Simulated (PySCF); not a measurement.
Bi: band-structure run

- system: Bi (1 atom in the cell)
- method: Kohn-Sham DFT of a periodic cell in Gaussian orbitals, BLYP, SZV-MOLOPT-SR/GTH-BLYP, no spin polarisation (PySCF 2.14.0)

The structure derives from a Materials Project entry.

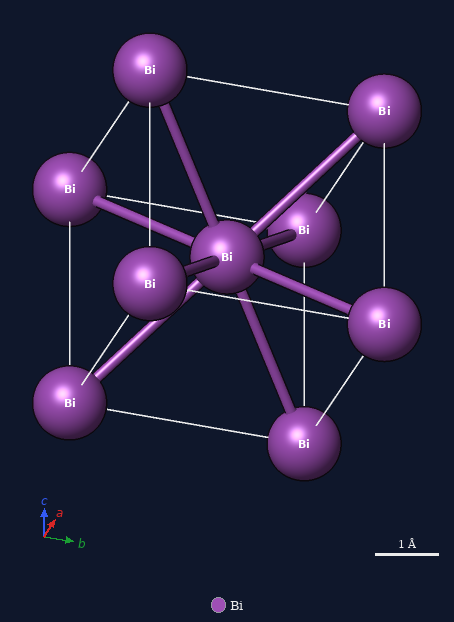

Figure 1. The structure (ball-and-stick view of the cell 2 times as large as that of the calculation, set on its symmetry axes, seen at an oblique angle). An atom can appear more than once, as a periodic image. Near neighbours in the periodic cell (some may lie outside the picture): Bi has 8 Bi at 3.43 Å.

Input file
```python
import json
import numpy as np
from pyscf.pbc import gto, scf, dft, df

cell = gto.Cell()
cell.a = '''
 -1.9814305318    1.9814305318    1.9814305318
  1.9814305318   -1.9814305318    1.9814305318
  1.9814305318    1.9814305318   -1.9814305318'''
cell.atom = '''
Bi   0.0000000000    0.0000000000    0.0000000000'''
cell.unit = 'A'
cell.basis = 'SZV-MOLOPT-SR-GTH-q5'
cell.pseudo = 'GTH-BLYP-q5'
cell.ke_cutoff = 50  # hartree
cell.exp_to_discard = 0.02
cell.precision = 1e-08
cell.space_group_symmetry = True
cell.symmorphic = False
cell.max_memory = 5040  # MB
cell.verbose = 4
cell.build()

res = {}
kpts = cell.make_kpts([6, 6, 6], space_group_symmetry=True, time_reversal_symmetry=True)
cell.space_group_symmetry = False  # the mesh holds the operations; no search on the supercells of the integral code
mf = dft.KRKS(cell, kpts, xc='blyp')
mf = mf.multigrid_numint()
mf = mf.smearing(sigma=0.00183747, method='fermi')  # hartree
mf.conv_tol = 1e-07
mf.max_cycle = 60

mf.kernel()
res.update(converged=bool(mf.converged), e_tot=mf.e_tot, nelec=cell.nelectron, nao=cell.nao, mesh=list(map(int, cell.mesh)), a=cell.lattice_vectors().tolist(), coords=cell.atom_coords().tolist(),
           mo_energy=[np.real(x).tolist() for x in mf.mo_energy], mo_occ=[np.real(x).tolist() for x in mf.mo_occ])
res.update(e_free=mf.e_free, e_zero=mf.e_zero)
res.update(kpts=kpts.kpts_scaled_ibz.tolist(), weights=kpts.weights_ibz.tolist())
res['parts'] = {k: float(np.real(v)) for k, v in mf.scf_summary.items() if np.isscalar(v)}
json.dump(res, open('results.json', 'w'))
if not mf.converged:
    raise SystemExit('SCF not converged')

print('levels (eV)')
for i, kp in enumerate(res['kpts'][:40]):
    print('k %7.4f %7.4f %7.4f  ' % tuple(kp), ' '.join('%.3f' % (x * 27.211386) for x in res['mo_energy'][i][:8]))

mf = mf.to_khf()  # unfold to the whole mesh
kpts = mf.kpts
# Mulliken populations
dm, s = np.asarray(mf.make_rdm1()), np.asarray(mf.get_ovlp())
sites = cell.aoslice_by_atom()[:, 2:]
tot = np.einsum('kij,kji->i', dm, s).real / len(kpts)
res['mulliken'] = [cell.atom_charge(i) - tot[a0:a1].sum() for i, (a0, a1) in enumerate(sites)]
print('Mulliken charges', np.round(res['mulliken'], 5))

scaled = np.array([[0.0, 0.0, 0.0], [0.0625, -0.0625, 0.0625], [0.125, -0.125, 0.125], [0.1875, -0.1875, 0.1875], [0.25, -0.25, 0.25], [0.3125, -0.3125, 0.3125], [0.375, -0.375, 0.375], [0.4375, -0.4375, 0.4375], [0.5, -0.5, 0.5], [0.4, -0.4, 0.5], [0.3, -0.3, 0.5], [0.2, -0.2, 0.5], [0.1, -0.1, 0.5], [0.0, 0.0, 0.5], [0.0, 0.0, 0.4], [0.0, 0.0, 0.3], [0.0, 0.0, 0.2], [0.0, 0.0, 0.1], [0.0, 0.0, 0.0], [0.03125, 0.03125, 0.03125], [0.0625, 0.0625, 0.0625], [0.09375, 0.09375, 0.09375], [0.125, 0.125, 0.125], [0.15625, 0.15625, 0.15625], [0.1875, 0.1875, 0.1875], [0.21875, 0.21875, 0.21875], [0.25, 0.25, 0.25], [0.28125, 0.15625, 0.28125], [0.3125, 0.0625, 0.3125], [0.34375, -0.03125, 0.34375], [0.375, -0.125, 0.375], [0.40625, -0.21875, 0.40625], [0.4375, -0.3125, 0.4375], [0.46875, -0.40625, 0.46875], [0.5, -0.5, 0.5], [0.25, 0.25, 0.25], [0.1875, 0.1875, 0.3125], [0.125, 0.125, 0.375], [0.0625, 0.0625, 0.4375], [0.0, 0.0, 0.5]])  # GHNGPH,PN
e_kn = mf.get_bands(cell.get_abs_kpts(scaled))[0]
res.update(band_k=np.asarray(scaled).tolist(), bands=np.asarray(e_kn).real.tolist())
for kp, e in zip(scaled, np.asarray(e_kn).real):
    print('k %7.4f %7.4f %7.4f  ' % tuple(kp), ' '.join('%8.3f' % (x * 27.211386) for x in e[:9]))
res['done'] = True
json.dump(res, open('results.json', 'w'))
```

Launch command:
```bash
OMP_NUM_THREADS=4 python -u run.py > log
```

Log
```
UserWarning: Electron number 5 and spin 0 are not consistent in cell

  warnings.warn('Electron number %d and spin %d are not consistent '
Discarded 0 diffused primitive functions, 0 contracted functions

PySCF version 2.14.0

[INPUT] verbose = 4
[INPUT] num. atoms = 1
[INPUT] num. electrons = 5
[INPUT] charge = 0
[INPUT] spin (= nelec alpha-beta = 2S) = 0
[INPUT] symmetry False subgroup None
[INPUT] Mole.unit = A
[INPUT] Symbol           X                Y                Z      unit          X                Y                Z       unit  Magmom
[INPUT]  1 Bi     0.000000000000   0.000000000000   0.000000000000 AA    0.000000000000   0.000000000000   0.000000000000 Bohr   0.0

nuclear repulsion = -6.07452348123798
number of shells = 2
number of NR pGTOs = 20
number of NR cGTOs = 4
basis = SZV-MOLOPT-SR-GTH-q5
ecp = {}
lattice vectors  a1 [-3.744361040, 3.744361040, 3.744361040]
                 a2 [3.744361040, -3.744361040, 3.744361040]
                 a3 [3.744361040, 3.744361040, -3.744361040]
dimension = 3
low_dim_ft_type = None
Cell volume = 209.987
exp_to_discard = 0.02
rcut = 26.83666854568465 (nimgs = [6 6 6])
precision = 1e-08
pseudo = GTH-BLYP-q5
ke_cutoff = 50
    = [23 23 23] mesh (12167 PWs)
[Cell] Point group symbol:  m-3m
time reversal: False
k-points in IBZ                         weights
  0:  0.000000,  0.000000,  0.000000    1/216
  1:  0.500000,  0.500000, -0.000000    6/216
  2:  0.500000,  0.500000,  0.500000    1/216
  3:  0.666667,  0.333333,  0.000000    12/216
  4:  0.666667,  0.500000,  0.500000    12/216
  5:  0.666667,  0.666667,  0.333333    6/216
  6:  0.666667,  0.666667,  0.666667    8/216
  7:  0.833333,  0.166667,  0.000000    12/216
  8:  0.833333,  0.500000,  0.333333    24/216
  9:  0.833333,  0.500000,  0.500000    12/216
 10:  0.833333,  0.666667,  0.333333    24/216
 11:  0.833333,  0.666667,  0.500000    48/216
 12:  0.833333,  0.833333,  0.166667    6/216
 13:  0.833333,  0.833333,  0.333333    24/216
 14:  0.833333,  0.833333,  0.666667    12/216
 15:  0.833333,  0.833333,  0.833333    8/216

******** <class 'pyscf.pbc.scf.smearing.SmearingKsymAdaptedKRKS'> ********
method = SmearingKsymAdaptedKRKS
initial guess = minao
damping factor = 0
level_shift factor = 0
DIIS = <class 'pyscf.scf.diis.CDIIS'>
diis_start_cycle = 1
diis_space = 8
diis_damp = 0
SCF conv_tol = 1e-07
SCF conv_tol_grad = None
SCF max_cycles = 60
direct_scf = True
direct_scf_tol = 1e-13

******** PBC SCF flags ********
N kpts (BZ) = 216
N kpts (IBZ) = 16
Exchange divergence treatment (exxdiv) = ewald
    madelung (= occupied orbital energy shift) = 0.08099364641650866
    Total energy shift due to Ewald probe charge = -1/2 * Nelec*madelung = -0.202484116041
DF object = <pyscf.pbc.df.fft.FFTDF object>
XC functionals = blyp
small_rho_cutoff = 0
Uniform grid, mesh = [23 23 23]
Set gradient conv threshold to 0.000316228
nelec by numeric integration = 5.0000000000000036
init E= -5.45006900675999
    sigma = 0.00183747  Optimized mu = 0.286330087716  entropy = 0.177164054421
nelec by numeric integration = 4.9999999999999725
    Total E(T) = -5.45238627055525  Free energy = -5.45271180419033  E0 = -5.45254903737279
cycle= 1 E= -5.45238627055525  delta_E= -0.00232  |g|= 0.00122  |ddm|= 7.06
    sigma = 0.00183747  Optimized mu = 0.285383044055  entropy = 0.17130294785
nelec by numeric integration = 4.999999999999973
    Total E(T) = -5.45239737952891  Free energy = -5.4527121435565  E0 = -5.45255476154271
cycle= 2 E= -5.45239737952891  delta_E= -1.11e-05  |g|= 5.78e-06  |ddm|= 0.0346
    sigma = 0.00183747  Optimized mu = 0.28538725454  entropy = 0.171286953221
nelec by numeric integration = 4.999999999999973
    Total E(T) = -5.45239740892503  Free energy = -5.45271214356296  E0 = -5.45255477624399
cycle= 3 E= -5.45239740892503  delta_E= -2.94e-08  |g|= 1.48e-08  |ddm|= 9.91e-05
    sigma = 0.00183747  Optimized mu = 0.285387258323  entropy = 0.171286788146
nelec by numeric integration = 4.999999999999975
    Total E(T) = -5.45239740922835  Free energy = -5.45271214356296  E0 = -5.45255477639565
Extra cycle  E= -5.45239740922835  delta_E= -3.03e-10  |g|= 7.07e-11  |ddm|= 9.74e-07
converged SCF energy = -5.45239740922835
levels (eV)
k  0.0000  0.0000  0.0000   -5.797 12.665 12.665 12.665
k  0.5000  0.5000 -0.0000   -2.793 2.592 9.297 11.716
k  0.5000  0.5000  0.5000   -0.728 5.882 5.882 5.882
k  0.6667  0.3333  0.0000   -3.967 5.014 9.965 11.958
k  0.6667  0.5000  0.5000   -1.436 4.706 6.516 7.217
k  0.6667  0.6667  0.3333   -2.346 5.926 7.164 7.164
k  0.6667  0.6667  0.6667   -2.307 4.447 4.447 10.579
k  0.8333  0.1667  0.0000   -5.322 9.582 11.616 12.433
k  0.8333  0.5000  0.3333   -2.265 4.296 6.019 9.980
k  0.8333  0.5000  0.5000   -2.423 3.156 8.165 9.939
k  0.8333  0.6667  0.3333   -3.527 5.385 8.833 10.003
k  0.8333  0.6667  0.5000   -2.944 3.639 7.649 10.943
k  0.8333  0.8333  0.1667   -4.845 9.025 10.516 10.516
k  0.8333  0.8333  0.3333   -4.396 6.636 9.724 11.512
k  0.8333  0.8333  0.6667   -2.434 3.866 6.272 7.873
k  0.8333  0.8333  0.8333   -3.253 4.595 8.419 8.419
Mulliken charges [-0.]
nelec by numeric integration = 4.999999999999975
k  0.0000  0.0000  0.0000     -5.797   12.665   12.665   12.665
k  0.0625 -0.0625  0.0625     -5.665   11.855   12.319   12.319
k  0.1250 -0.1250  0.1250     -5.262   10.177   11.368   11.368
k  0.1875 -0.1875  0.1875     -4.596    8.485   10.058   10.058
k  0.2500 -0.2500  0.2500     -3.709    7.090    8.690    8.690
k  0.3125 -0.3125  0.3125     -2.690    6.131    7.498    7.498
k  0.3750 -0.3750  0.3750     -1.701    5.700    6.607    6.607
k  0.4375 -0.4375  0.4375     -0.983    5.749    6.063    6.063
k  0.5000 -0.5000  0.5000     -0.728    5.882    5.882    5.882
k  0.4000 -0.4000  0.5000     -1.026    5.384    6.113    6.408
k  0.3000 -0.3000  0.5000     -1.659    4.348    6.786    7.709
k  0.2000 -0.2000  0.5000     -2.263    3.401    7.798    9.369
k  0.1000 -0.1000  0.5000     -2.659    2.796    8.831   10.973
k  0.0000  0.0000  0.5000     -2.793    2.592    9.297   11.716
k  0.0000  0.0000  0.4000     -3.325    3.583    9.542   11.808
k  0.0000  0.0000  0.3000     -4.289    5.856   10.245   12.049
k  0.0000  0.0000  0.2000     -5.112    8.636   11.260   12.344
k  0.0000  0.0000  0.1000     -5.627   11.333   12.242   12.577
k  0.0000  0.0000  0.0000     -5.797   12.665   12.665   12.665
k  0.0312  0.0312  0.0312     -5.698   11.793   12.538   12.538
k  0.0625  0.0625  0.0625     -5.397    9.914   12.115   12.115
k  0.0938  0.0938  0.0938     -4.900    7.930   11.332   11.332
k  0.1250  0.1250  0.1250     -4.241    6.198   10.200   10.200
k  0.1562  0.1562  0.1562     -3.497    4.899    8.869    8.869
k  0.1875  0.1875  0.1875     -2.815    4.231    7.553    7.553
k  0.2188  0.2188  0.2188     -2.394    4.417    6.411    6.411
k  0.2500  0.2500  0.2500     -2.285    5.519    5.519    5.519
k  0.2812  0.1562  0.2812     -2.325    4.898    4.898    7.348
k  0.3125  0.0625  0.3125     -2.346    4.543    4.543    9.468
k  0.3438 -0.0312  0.3438     -2.268    4.440    4.440   10.898
k  0.3750 -0.1250  0.3750     -2.066    4.571    4.571   10.668
k  0.4062 -0.2188  0.4062     -1.735    4.895    4.895    9.220
k  0.4375 -0.3125  0.4375     -1.311    5.329    5.329    7.578
k  0.4688 -0.4062  0.4688     -0.906    5.720    5.720    6.346
k  0.5000 -0.5000  0.5000     -0.728    5.882    5.882    5.882
k  0.2500  0.2500  0.2500     -2.285    5.519    5.519    5.519
k  0.1875  0.1875  0.3125     -2.374    4.212    5.951    7.229
k  0.1250  0.1250  0.3750     -2.567    3.303    7.117    9.206
k  0.0625  0.0625  0.4375     -2.732    2.768    8.564   10.973
k  0.0000  0.0000  0.5000     -2.793    2.592    9.297   11.716
```

Key numbers

```tsv
quantity	value
outcome	converged
space group (tolerance 0.01 Å)	Im-3m (229)
electrons treated	5
free energy	−148.3759 eV
total energy	−148.3673 eV
Fermi energy	7.766 eV
gap on the k-point mesh	none (metallic)
hardware	4 threads of Arm Neoverse V1, 24 GiB of memory available, shared host
wall time	6.1 s (CPU time 16 s)
peak memory	0.41 GiB
```

Notes

The settings depart from the standard set-up of this series, which can bear on the numbers. Spin–orbit coupling is left out, which matters for Bi.
